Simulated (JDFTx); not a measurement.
## TiC: 7 runs along one coordinate

System: TiC (Fm-3m, 2 atoms in the cell).
Method: Kohn-Sham DFT of a periodic cell, LDA, PseudoDojo-SR-LDA-0.4.1-standard, no spin polarisation (JDFTx 1.7.0 (patched build)).

The 7 runs differ only in the geometry, by an even scaling of the cell at fixed fractional positions. The structure derives from a Materials Project entry.

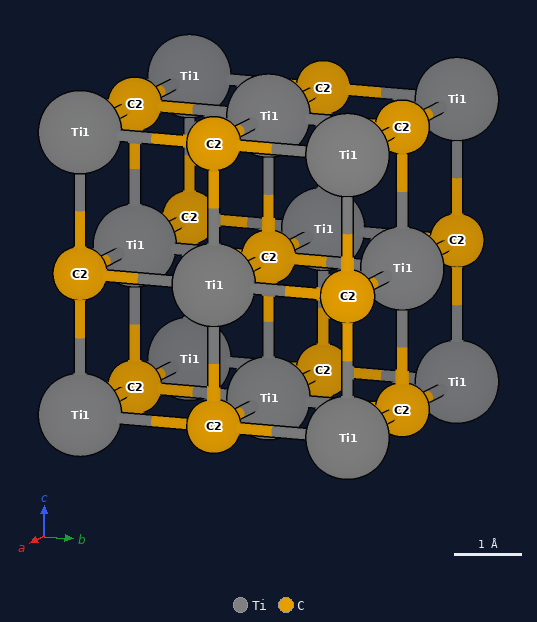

Figure 1. The structure of run 4 (ball-and-stick view of the cell 4 times as large as that of the calculation, set on its symmetry axes, seen slightly off an axis; atoms are numbered from 1 in the order of the input). An atom can appear more than once, as a periodic image.

### Input of run 4
```
lattice Face-Centered Cubic 8.1852309551
coords-type Lattice
ion Ti     0.0000000000     0.0000000000     0.0000000000 1
ion C      0.5000000000     0.5000000000     0.5000000000 1

ion-species pseudo/Ti.upf
ion-species pseudo/C.upf
elec-cutoff 42 336
elec-ex-corr lda-PW
kpoint-folding 11 11 11
elec-smearing Fermi 0.0018374661
elec-n-bands 14
electronic-SCF nIterations 100 energyDiffThreshold 1e-09
electronic-minimize nIterations 30 energyDiffThreshold 1e-7
forces-output-coords Cartesian

dump-name run.$VAR
dump End Ecomponents EigStats BandEigs Kpoints Forces Stress
```

Command:
```bash
jdftx -c 1 -i TiC.in -o TiC.out
```

Lattice vectors (Å) and fractional positions of run 4:
```
   0.000000    2.165719    2.165719
   2.165719    0.000000    2.165719
   2.165719    2.165719    0.000000
Ti  0.000000  0.000000  0.000000
C   0.500000  0.500000  0.500000
```

Run 2 has the same physical settings and fractional positions; its lattice vectors (Å) are:
```
   0.000000    2.136449    2.136449
   2.136449    0.000000    2.136449
   2.136449    2.136449    0.000000
```

### Results, with one run withheld

| run | volume per atom (Å³) | free energy per atom, from the lowest run given (meV) | pressure (GPa) |
| --- | --- | --- | --- |
| 1 | 9.548 | 0.00 | 4.08 |
| 2 | 9.752 | ? | ? |
| 3 | 9.955 | 4.59 | −7.40 |
| 4 | 10.158 | 17.06 | −12.28 |
| 5 | 10.361 | 35.42 | −16.70 |
| 6 | 10.564 | 59.09 | −20.67 |
| 7 | 10.767 | 87.54 | −24.23 |

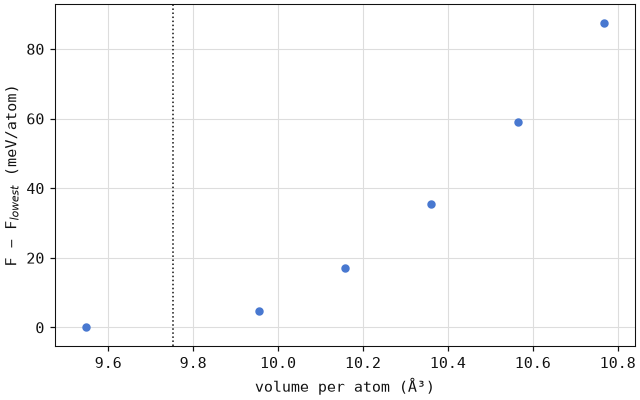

Figure 2. Free energy per atom of the runs given; the dotted line marks run 2.

Estimate the energy of run 2 from the others.

A cubic polynomial in V^(−2/3) (the Birch–Murnaghan form), fitted to the 6 runs given, misses them by under 0.01 meV per atom. With x = V^(−2/3) − 0.21245 Å⁻², it reads F = 21.403 − 6060.9 x + 3.9666e+05 x² + 655.22 x³ (meV per atom). At run 2 it gives −1.35 meV per atom, and the run itself gives −1.34. The slope of the fit gives a pressure −dF/dV of −1.92 GPa there, and the run prints −1.96 GPa. The fit has its minimum at 9.685 Å³ per atom, where V d²F/dV² gives 283 GPa: the bulk modulus at this level, since symmetry fixes the shape and the positions.

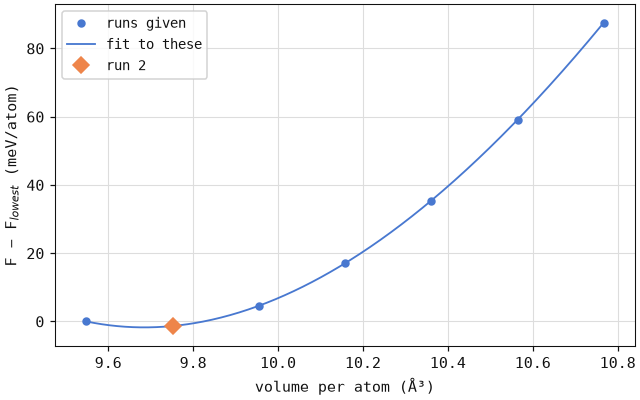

Figure 3. The fit and the withheld run.

### Some lines of the output (run 2)
```
[...]
elec-smearing Fermi 0.00183747
unit cell volume = 131.615
     Etot =      -64.1948365910788254
        F =      -64.1949320496135840
	HOMO-LUMO gap: +0.005841
	Optical gap  : +0.011324 at state 1 ( [ +0.000000 +0.000000 +0.090909 ] spin 0 )
```
